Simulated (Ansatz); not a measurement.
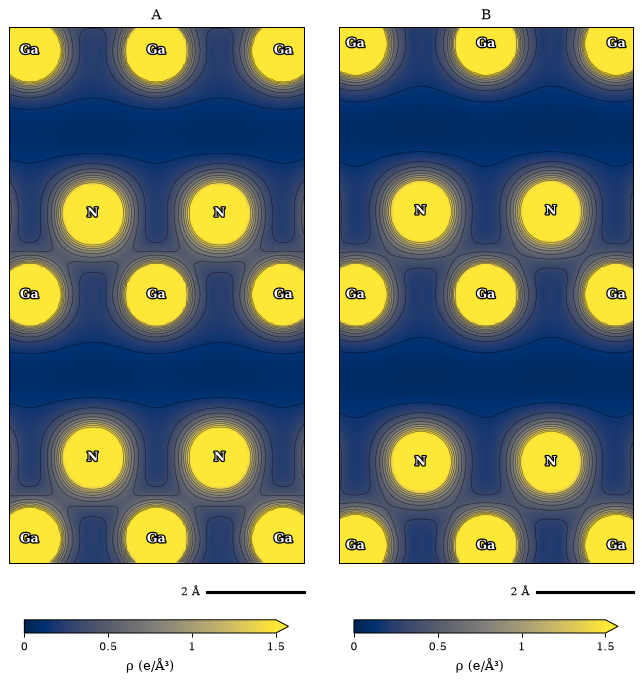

GaN. The valence electron density of two cells that differ in size, on the (110) plane of each (indices in the axes of the calculation cell), at one length scale and on one colour scale: B has 10.5 Å³ an atom and A 9.7.

All numbers below come from Ansatz 0.2.0, Kohn-Sham DFT of a periodic cell, PBE, Ansatz PAW.

Core electrons are frozen (PAW), and the valence fields are smoothed inside the atomic spheres.

### What does the compression do to the bonding and the properties?

From the larger cell to the smaller, Ga–N goes from 2.20 to 2.14 Å, and the density at its midpoint from 0.45 to 0.5 e/Å³; the pressure goes from −3.3 to 12 GPa.
